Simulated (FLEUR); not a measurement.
# 1 ML Co on Ta(110), 2 substrate layers: one coupling from two orders, and a test

Aim: get Heisenberg couplings of 1 ML Co on Ta(110), 2 substrate layers from the energies of collinear orders, with pencil and paper, and test them on an order left out of the fit.

Main program and level: FLEUR MaX-R8.1; PBEsol; all-electron FLAPW film, Dirac cores, scalar-relativistic bands.

## Step 1: The starting structure

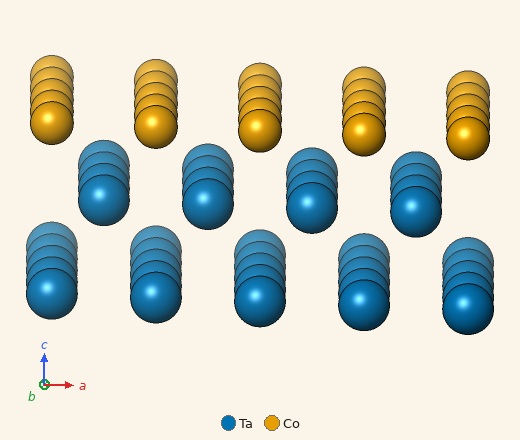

Start, viewed nearly edge on; tantalum blue, cobalt orange. 4×4×1 cells are drawn. Some periodic images of atoms are drawn too.

The cell holds 3 atoms: 2 Ta and 1 Co. Cell: a = 2.860 Å, b = 2.860 Å, c = 18.446 Å, α = 90.0°, β = 90.0°, γ = 109.5°. Pseudomorphic film on a typed substrate lattice, hard-sphere layer spacings, unrelaxed. Vacuum lies along c.

## Step 2: The parallel order

All energies count from this run.

inpgen writes inp.xml from crystal.txt; cutoffs, mixing, functional, smearing and local orbitals are then set in the file. The k list default-1 (kpts.xml, not shown) is a Γ-centred 12×12×1 mesh; where the ranks do not divide the number of points, some are split in two of half the weight.

File inp.xml:

```
<?xml version="1.0" encoding="UTF-8" standalone="no"?>
<fleurInput fleurInputVersion="0.39">
   <comment>
      Ta2Co
   </comment>
   <calculationSetup>
      <cutoffs Kmax="3.6" Gmax="10.8" GmaxXC="10.8" numbands="0"/>
      <scfLoop itmax="120" minDistance="0.00002" maxIterBroyd="15" imix="Anderson" alpha="0.03" precondParam="0.0" spinf="2.0" sdNocoIR="T"/>
      <coreElectrons ctail="T" frcor="F" kcrel="1" coretail_lmax="0"/>
      <xcFunctional name="PBEs" relativisticCorrections="F"/>
      <magnetism jspins="2"/>
      <soc l_soc="F" theta="0.0" phi="0.0" spav="F"/>
      <expertModes spex="0" secvar="F"/>
      <geometryOptimization l_f="F" forcealpha="1.0" forcemix="BFGS" epsdisp="0.00001" epsforce="0.00001"/>
      <ldaU l_linMix="F" mixParam="0.05" spinf="1.0"/>
   </calculationSetup>
   <cell>
      <bzIntegration valenceElectrons="71.0" mode="hist" fermiSmearingEnergy="0.00293995">
         <kPointListSelection listName="default-1"/>
         <xi:include xmlns:xi="http://www.w3.org/2001/XInclude" href="kpts.xml"> </xi:include>
      </bzIntegration>
      <xi:include xmlns:xi="http://www.w3.org/2001/XInclude" href="sym.xml"> </xi:include>
      <filmLattice scale="1.0" dVac="14.02" dTilda="16.52">
         <bravaisMatrixFilm>
            <row-1>    3.1204669550294879    -4.4130074989117691</row-1>
            <row-2>    3.1204669550294879     4.4130074989117691</row-2>
         </bravaisMatrixFilm>
         <vacuumEnergyParameters vacuum="1" spinUp="-.25" spinDown="-.25"/>
         <vacuumEnergyParameters vacuum="2" spinUp="-.25" spinDown="-.25"/>
      </filmLattice>
   </cell>
   <atomSpecies>
      <species name="Tantalum (Ta)" element="Ta" atomicNumber="73">
         <mtSphere radius="2.41" gridPoints="797" logIncrement="0.017"/>
         <atomicCutoffs lmax="10" lnonsphr="8"/>
         <electronConfig flipSpins="F">
            <coreConfig>(1s1/2) (2s1/2) (2p1/2) (2p3/2) (3s1/2) (3p1/2) (3p3/2) (4s1/2) (3d3/2) (3d5/2) (4p1/2) (4p3/2) (4d3/2) (4d5/2)</coreConfig>
            <valenceConfig>(5s1/2) (5p1/2) (5p3/2) (6s1/2) (4f5/2) (4f7/2) (5d3/2) (5d5/2)</valenceConfig>
            <stateOccupation state="(5d3/2)" spinUp="0.600000" spinDown="0.600000"/>
            <stateOccupation state="(5d5/2)" spinUp="0.900000" spinDown="0.900000"/>
         </electronConfig>
         <energyParameters s="6" p="6" d="5" f="5"/>
         <lo type="SCLO" l="0" n="5" eDeriv="0"/>
         <lo type="SCLO" l="1" n="5" eDeriv="0"/>
         <lo type="SCLO" l="3" n="4" eDeriv="0"/>
      </species>
      <species name="Cobalt (Co2.000" element="Co" atomicNumber="27">
         <mtSphere radius="2.41" gridPoints="797" logIncrement="0.015"/>
         <atomicCutoffs lmax="10" lnonsphr="8"/>
         <electronConfig flipSpins="F">
            <coreConfig>(1s1/2) (2s1/2) (2p1/2) (2p3/2)</coreConfig>
            <valenceConfig>(3s1/2) (3p1/2) (3p3/2) (4s1/2) (3d3/2) (3d5/2)</valenceConfig>
            <stateOccupation state="(3d3/2)" spinUp="1.5" spinDown="1.3"/>
            <stateOccupation state="(3d5/2)" spinUp="3.0" spinDown="1.2"/>
         </electronConfig>
         <energyParameters s="4" p="4" d="3" f="4"/>
         <lo type="SCLO" l="0" n="3" eDeriv="0"/>
         <lo type="SCLO" l="1" n="3" eDeriv="0"/>
      </species>
   </atomSpecies>
   <atomGroups>
      <atomGroup species="Tantalum (Ta)">
         <filmPos label="                   1">.0000000000 .0000000000 -4.2010423575</filmPos>
         <force calculate="T" relaxXYZ="TTT"/>
      </atomGroup>
      <atomGroup species="Tantalum (Ta)">
         <filmPos label="                   2">1.000/2.000 1.000/2.000 .2119728055</filmPos>
         <force calculate="T" relaxXYZ="TTT"/>
      </atomGroup>
      <atomGroup species="Cobalt (Co2.000">
         <filmPos label="                   3">.0000000000 .0000000000 4.2010423575</filmPos>
         <force calculate="T" relaxXYZ="TTT"/>
      </atomGroup>
   </atomGroups>
   <output dos="F" band="F" slice="F">
      <bandDOS minEnergy="-.5*Htr" maxEnergy="0.5*Htr" sigma="0.015" storeEVData="T"/>
      <plotting iplot="0" polar="F">
         <plot TwoD="T" vec1="  1.0  0.0  0.0" vec2="  0.0  1.0  0.0" vec3="  0.0  0.0  1.0" zero="  0.0  0.0 -0.5" file="plot"/>
      </plotting>
      <moessbauerParams electricFieldGradient="F" isomerShift="F" coreHyperfine="F" valenceHyperfine="F"/>
   </output>
</fleurInput>
```

File crystal.txt:

```
Ta2Co
&input film=T cartesian=F /
1.65128000000  -2.33526300000  0.00000000000
1.65128000000  2.33526300000  0.00000000000
0.00000000000  0.00000000000  1.00000000000
1.8897261246
1.0 1.0 1.0

3
73 0.00000000000  0.00000000000  -4.20104235748
73 0.50000000000  0.50000000000  0.21197280552
27 0.00000000000  0.00000000000  4.20104235748 : 2.000

&kpt div1=12 div2=12 div3=1 gamma=T /
```

The run is started by

```sh
OMP_NUM_THREADS=1 inpgen -f crystal.txt > inpgen.log  # inp.xml is then edited as shown
OMP_NUM_THREADS=1 mpirun -n 4 fleur_MPI > fleur.log
```

The log of the run:

```text
Welcome to FLEUR        (www.flapw.de)
      MaX-Release 8.1          (www.max-centre.eu)

 ========== k-point set info ==========
 Selected k-point list: default-1
 k-point list type: mesh
 0 x 0 x 0
 Number of k points: 44

 [... set-up left out ...]
 Iteration:     1   Distance:      29.03241759 me/bohr^3
 [... lines of the core solver left out ...]
[... rest left out ...]

--- out.xml (last complete iteration) ---
<iteration numberForCurrentRun="   47" overallNumber="   47">
         [... left out ...]
         <bandgap value="0.0054364706" units="eV"/>
[...]
<sumOfEigenvalues value="   -20004.1883344305">
               <coreElectrons value="-19927.4798168519"/>
               <valenceElectrons value="-76.7085175785"/>
            </sumOfEigenvalues>
         [... left out ...]
            <freeEnergy value="-32635.0972372269"/>
            <extrapolationTo0K value="-32635.0955045312"/>
         </totalEnergy>
         <densityConvergence units="me/bohr^3">
            <chargeDensity spin="1" distance="0.0000127468"/>
            <chargeDensity spin="2" distance="0.0000108237"/>
            <overallChargeDensity distance="0.0000157575"/>
            <spinDensity distance="0.0000176343"/>
         </densityConvergence>
      </iteration>
```

Run time: 4.9 min. Hardware: 4 MPI ranks of Intel Xeon Platinum 8175M at 2.50GHz (Skylake/Cascade Lake), shared host; peak memory 0.51 GiB; 20 min of CPU time.

Spin moment in the muffin-tin sphere by atom:

```csv
atom,spin moment in the muffin-tin sphere (μB)
Ta1,0.02
Ta2,-0.05
Co3,1.61
```

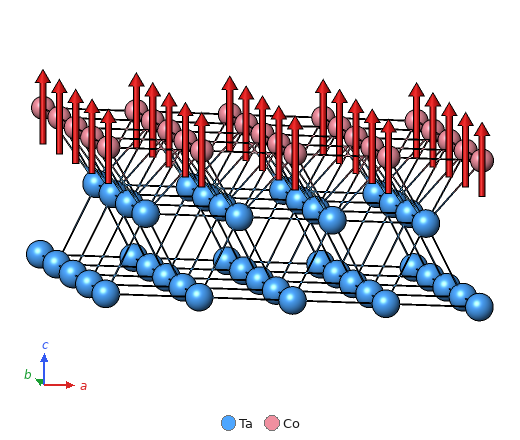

Spin moment in the muffin-tin sphere as arrows, the longest 1.61 μB. Up and down stand for the sign. Arrows give size and sign along the axis of quantisation, drawn up and down the page. 4×4×1 cells are drawn. Some periodic images of atoms are drawn too.

This step gave:

```yaml
free_energy: -888046.2361 eV
program_s_band_gap_on_this_mesh_in_a_metal_only_a_level_spacing: 0.005436 eV
magnetization: 1.462 μB
final_state: ferromagnetic
```

After 47 cycles the largest moment stands at 1.61 μB.

## Step 3: The orders used for the fit

The other orders were run with the same settings, on meshes that hold the same points. Free energies are divided by the number of Co atoms; q is in fractions of the reciprocal vectors of the first run's cell.

```csv
order,atoms,mesh,free energy (eV),eV per Co,largest moment (μB)
F +,3,12×12×1,-888046.2361,-888046.2361,1.61
"AF q=(1/2,1/2,0) +-",6,6×12×1,-1776092.2953,-888046.1477,1.49
```

## Step 4: Counting neighbours

With E = −Σ J e_i·e_j over ordered pairs of unit vectors, turning a neighbour from parallel to opposed costs 2J a Co atom. So an order lies 2 Σ n J over the parallel one, n being the opposed neighbours in each shell.

```csv
shell,distance (Å),neighbours,"opposed in AF q=(1/2,1/2,0) +-","opposed in AF q=(0,1/2,0) +-"
J1,2.86,4,4,2
J2,3.30,2,0,2
```

Only J1 is kept.

## Step 5: Solving

```
2 × 4 × J1 = +88.4 meV    (AF q=(1/2,1/2,0) +-)
J1 = +11.05 meV
```

## Step 6: The test

The couplings now give the orders that were left out:

```
2 × 2 × (+11.05) = +44.2 meV    (AF q=(0,1/2,0) +-)
```

The runs themselves:

```csv
order,atoms,mesh,free energy (eV),eV per Co,largest moment (μB),over the parallel order (meV),foretold (meV)
"AF q=(0,1/2,0) +-",6,12×6×1,-1776092.3483,-888046.1741,1.57,+62.0,+44.2
```

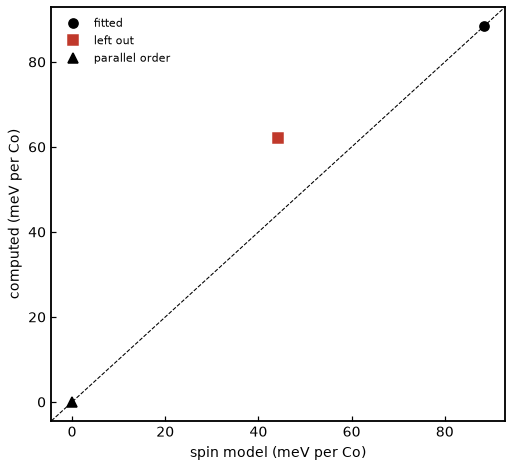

Computed energies of the orders against the model; the dashed line marks agreement.

## Step 7: One more shell

One try is to add the next shell, though changing moments can also cause the miss. Both differences then fix both couplings, and no order is left for a test.

```
2 × 4 × J1 = +88.4 meV    (AF q=(1/2,1/2,0) +-)
2 × 2 × J1 + 2 × 2 × J2 = +62.0 meV    (AF q=(0,1/2,0) +-)
J1 = +11.05 meV
J2 = +4.45 meV
```

## Step 8: What came out

| Item | Value |
| --- | --- |
| effective coupling of the reversed pairs, counted on J1 (Co–Co at 2.86 Å) | 11.1 meV |
| largest miss on the orders left out | 18 meV |
| J1 with two shells | 11.1 meV |
| J2 with two shells | 4.45 meV |

The model misses the order left out by 18 meV, 20 % of the largest distance from the parallel order, so it holds only roughly. With the next shell added the couplings are J1 = +11.05 and J2 = +4.45 meV, untested. The largest moments of the orders differ by 7.5 % of the greatest. One difference fixes one number: it sums all reversed shells and need not be the coupling of the nearest one, even in sign. A substrate of 2 unrelaxed layers is a model; thickness and relaxation can move these numbers.

[Logs and program files are shortened in this print: banners, set-up blocks, solver, clock and traceback lines can be left out without a mark of their own.]

[Logs are printed without paths, hosts, clocks, repeated set-up lines and the standing remarks that a program may print on its own settings, such as how far it seeks lower states.]

[Hosts, paths, dates, database ids (printed as entryN), source tags and the programs' standing remarks are cut or masked in the printed files.]

[Where a cell is said to come from a database of computed structures, the database is the Materials Project.]
